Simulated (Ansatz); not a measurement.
Geometry optimisation.

Program: Ansatz.

```
crystal:
  lattice:
    - [-1.59121869, 1.59121869, 1.59121869]
    - [1.59121869, -1.59121869, 1.59121869]
    - [1.59121869, 1.59121869, -1.59121869]
  atoms:
    - { symbol: Al, position: [0.0, 0.0, 0.0] }
  symmetry: { detect: true }
basis:
  ecutwfc: 420
  ecutrho_ratio: 12
kpoints:
  mp_grid: { grid: [3, 1, 6] }
hamiltonian:
  xc: pbe
scf:
  occupations: { method: fermi_dirac, width: 0.017 }
  max_iter: 55
output:
  forces: true
  stress: true
  eigenvalues: true
relax:
  adjacent_minimum: "off"
  cell: { p_target: 2000 }
  max_steps: 6
```

Command:
```bash
ansatz run input.yaml --threads 1 --pin off --max-ram 1331MiB --backend cpu --events-out ev --progress --plain --runs-dir out
```

Q: How does the optimisation go?

A: It had not finished: it stopped at geometry 6. The energy of the last step lies about 2300 meV/atom above the first, with a rise at steps 3, 4, 5 and 6. The target is 2000 GPa, so the enthalpy and not the energy is minimised. All forces vanish by symmetry, so only the cell moves. The volume shrinks from 16.1 to 7.7 Å³ per atom (−52 %).

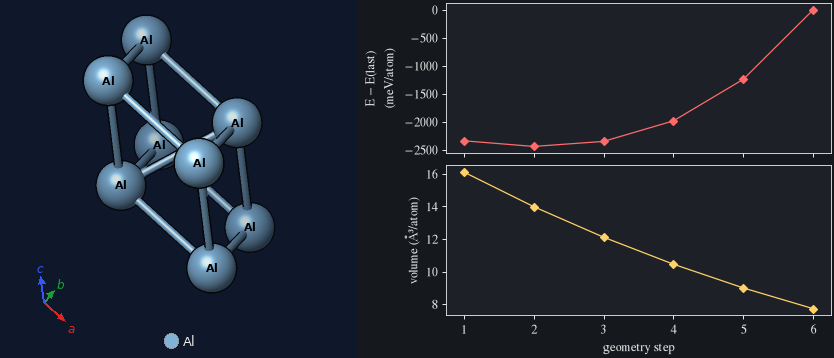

Beside the plot: the structure at the start.

History of the run, step by step. Atoms and cell relax.
